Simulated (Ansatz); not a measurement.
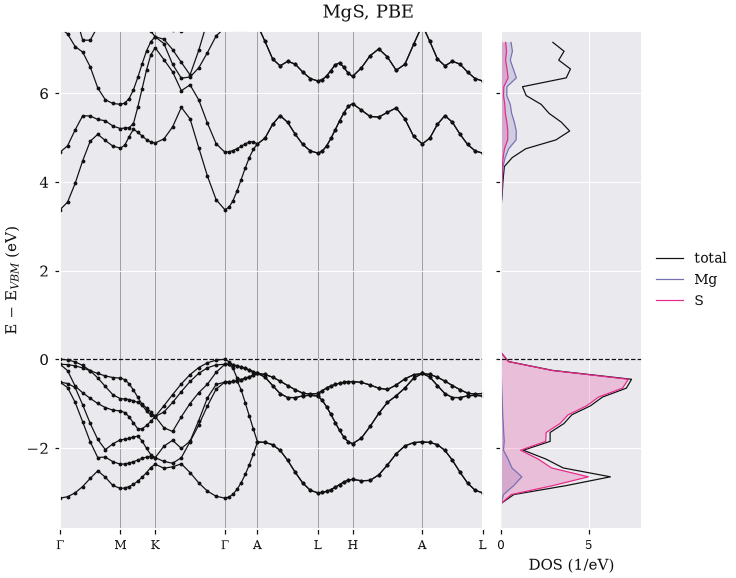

Band structure and density of states. Energies are counted from the top of the valence band. The path runs straight from each named point to the next. The partial curves are projected on atomic shells; they sum to less than the total at higher energies, where shells without a projector contribute.

The Ansatz input:

```
crystal:
  lattice:
    - [4.054305147, 0.0, 0.0]
    - [-2.0271525735, 3.511131252, 0.0]
    - [0.0, 0.0, 6.4920221308]
  atoms:
    - { symbol: Mg, position: [0.3333333333, 0.6666666667, -0.0024209933] }
    - { symbol: Mg, position: [0.6666666667, 0.3333333333, 0.4975790067] }
    - { symbol: S, position: [0.3333333333, 0.6666666667, 0.3784209933] }
    - { symbol: S, position: [0.6666666667, 0.3333333333, 0.8784209933] }
kpoints:
  mp_grid: { grid: [12, 12, 7] }
  band_path:
    path:
      - [0.0, 0.0, 0.0]
      - [0.5, 0.0, 0.0]
      - [0.3333333333, 0.3333333333, 0.0]
      - [0.0, 0.0, 0.0]
      - [0.0, 0.0, 0.5]
      - [0.5, 0.0, 0.5]
      - [0.3333333333, 0.3333333333, 0.5]
      - [0.0, 0.0, 0.5]
      - [0.5, 0.0, 0.5]
    npoints: 8
scf:
  occupations: { method: fermi_dirac, width: 0.05 }
hamiltonian:
  xc: pbe
  pseudopotentials: { kind: all_electron, lapw: { basis_error: 0.0005 } }
output:
  forces: true
  stress: true
  eigenvalues: true
  fatbands: true
  populations: true
  dos: { projected: true, de: 0.2, e_range: [-14, 8] }
```

> Metal, semiconductor or insulator, and what is the gap?

The material is gapped. The gap along this path is 3.37 eV and direct: both edges lie at Γ.

> How much do the top valence band and the lowest conduction band disperse along the path?

The top valence band spans 1.3 eV and the lowest conduction band 2.4 eV.

> Which states form the top of the valence band?

By projected weight, the top eV of the valence band is S almost alone.

> How wide is the upper valence band?

The upper group of valence states starts about 3.1 eV under the valence-band top, with a gap beneath it; it holds about 12 electrons a cell.
